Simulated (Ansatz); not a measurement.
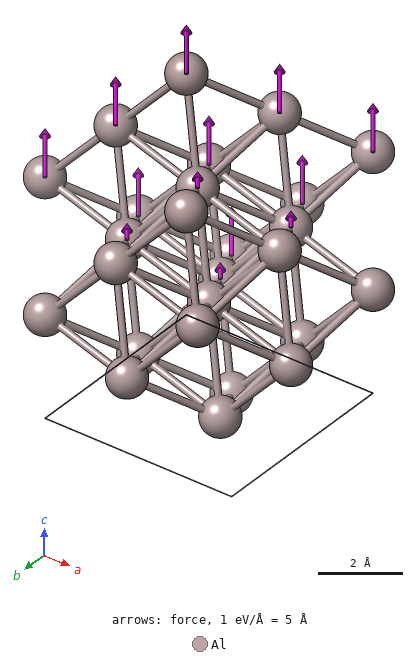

Starting geometry of a slab of composition Al (cut from the Fm-3m phase) with the computed forces as purple arrows. The picture is a ball-and-stick view of the cell of the calculation, outlined in the plane, without the vacuum (origin shifted), seen from a free direction.

Case: clean slab, lower half held. The slab is the (1 0 0) face of Al. 8 atoms are held fixed.

All numbers below come from Ansatz 0.2.0, DFT PBE+D3(BJ), scalar-relativistic, plane waves, PAW.

Input
```yaml
crystal:
  lattice:
    - [5.6324246406, 0.0, 0.0]
    - [0.0, 5.6324246406, 0.0]
    - [0.0, 0.0, 22.9740884869]
  atoms:
    - { symbol: Al, position: [0.25, 0.25, 0.3699820345] }
    - { symbol: Al, position: [0.25, 0.75, 0.3699820345] }
    - { symbol: Al, position: [0.75, 0.25, 0.3699820345] }
    - { symbol: Al, position: [0.75, 0.75, 0.3699820345] }
    - { symbol: Al, position: [0.5, 0.5, 0.4566606782] }
    - { symbol: Al, position: [0.5, 0.0, 0.4566606782] }
    - { symbol: Al, position: [0.0, 0.5, 0.4566606782] }
    - { symbol: Al, position: [0.0, 0.0, 0.4566606782] }
    - { symbol: Al, position: [0.75, 0.75, 0.5433393218] }
    - { symbol: Al, position: [0.75, 0.25, 0.5433393218] }
    - { symbol: Al, position: [0.25, 0.75, 0.5433393218] }
    - { symbol: Al, position: [0.25, 0.25, 0.5433393218] }
    - { symbol: Al, position: [0.0, 0.0, 0.6300179655] }
    - { symbol: Al, position: [0.0, 0.5, 0.6300179655] }
    - { symbol: Al, position: [0.5, 0.0, 0.6300179655] }
    - { symbol: Al, position: [0.5, 0.5, 0.6300179655] }
basis:
  ecutwfc: 420
kpoints:
  mp_grid: { grid: [5, 5, 1] }
hamiltonian:
  xc: pbe
  dispersion: d3bj
scf:
  occupations: { method: gaussian, width: 0.1 }
output:
  forces: true
  eigenvalues: true
  write_density: true
  write_potential: true
  elf: true
  volumetric_format: npy
relax:
  adjacent_minimum: "off"
  f_tol: 0.03
  max_steps: 70
  constraints: [{ sites: [0, 1, 2, 3, 4, 5, 6, 7] }]
efield:
  axis: 3
  dipole_correction: true
  ramp_width: 0.04
```

Launched with:
```bash
ansatz run input.yaml --threads 4 --pin off --max-ram 10240MiB --backend cpu --events-out ev --progress --plain --runs-dir out
```

### Is this structure relaxed? If not, where do the atoms go?

It isn't relaxed: the largest force vector, on Al atoms, is 0.28 eV/Å. The atoms end up moving mostly along the starting forces (cosine between the two patterns 0.99). Over 2 geometry steps the energy falls by 98.2 meV per cell of the calculation. Largest force component: 0.28 eV/Å at the start, 0.0037 eV/Å at the end. The largest moves, 0.16 Å, are those of Al13, Al14, Al15 and Al16. Al13 goes along the normal (+c). The lattice vectors keep their values. Near-neighbour distances that change, for instance: Al5–Al10 2.816 → 2.876 Å, Al10–Al13 2.816 → 2.868 Å. The run took 8 s on 4 threads of Intel(R) Xeon(R) 6975P-C (Granite Rapids), on a shared host, peak memory 1.1 GiB.
